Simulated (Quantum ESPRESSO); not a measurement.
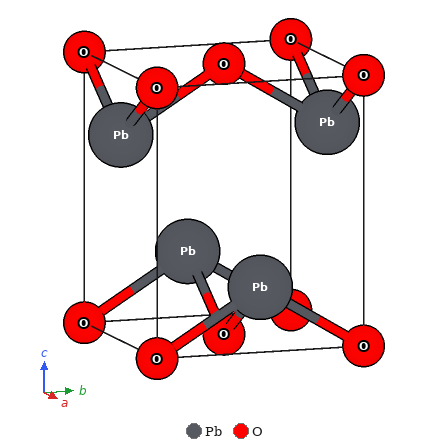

System: PbO, space group P4/nmm (No. 129). The picture shows the conventional cell.

The given structure:
```
CELL_PARAMETERS angstrom
3.99000 0.00000 0.00000
0.00000 3.99000 0.00000
0.00000 0.00000 5.01000
ATOMIC_POSITIONS crystal
Pb 0.50000 0.00000 0.76000
Pb 0.00000 0.50000 0.24000
O 0.50000 0.50000 0.00000
O 0.00000 0.00000 0.00000
```

How it was computed, with Quantum ESPRESSO 7.5: plane-wave DFT, no spin polarisation; energies at scaled volumes of the given cell, shape and fractions fixed, counted from the fit's minimum, third-order Birch-Murnaghan fit. Level: PBE.

k mesh 7×7×6; occupations Fermi–Dirac; smearing width 0.05 eV; potentials SSSP 1.3 efficiency PBE; wave cutoff 748.3 eV; density cutoff 5987 eV.

Predict the energy and pressure against volume. The volume takes the values 18.74, 19.14, 19.54, 19.94, 20.34, 20.74, 21.14 Å³/atom.

A third-order Birch–Murnaghan fit gives V0 = 20.83 Å³/atom, B0 = 73.7 GPa and B′ = 4.5. The energy is 58.39 meV/atom at volume 18.74 Å³/atom and 1.02 meV/atom at 21.14 Å³/atom; the lowest computed point is at volume 20.74 Å³/atom (0.10 meV/atom), in a single well. The pressure falls from 9.66 GPa at volume 18.74 Å³/atom to −1.25 GPa at 21.14 Å³/atom, and changes sign near 20.77 Å³/atom.

```json
{"volume (Å³/atom)": "18.74", "energy (meV/atom)": "58.39", "pressure (GPa)": "9.66"}
{"volume (Å³/atom)": "19.14", "energy (meV/atom)": "36.73", "pressure (GPa)": "7.32"}
{"volume (Å³/atom)": "19.54", "energy (meV/atom)": "20.61", "pressure (GPa)": "5.22"}
{"volume (Å³/atom)": "19.94", "energy (meV/atom)": "9.46", "pressure (GPa)": "3.33"}
{"volume (Å³/atom)": "20.34", "energy (meV/atom)": "2.77", "pressure (GPa)": "1.64"}
{"volume (Å³/atom)": "20.74", "energy (meV/atom)": "0.10", "pressure (GPa)": "0.12"}
{"volume (Å³/atom)": "21.14", "energy (meV/atom)": "1.02", "pressure (GPa)": "-1.25"}
```

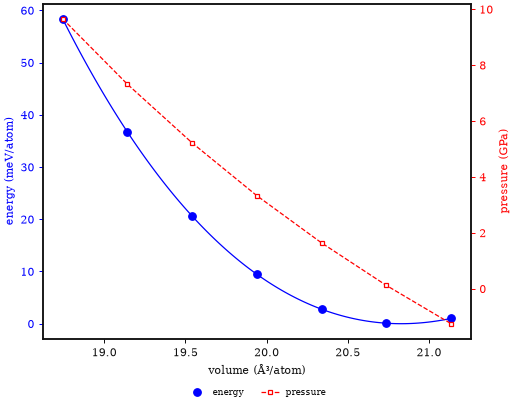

Limits of the calculation: spin-orbit coupling left out, heavy elements; shape and atomic fractions are frozen while scaling, which makes layered, chain and framework solids too stiff.
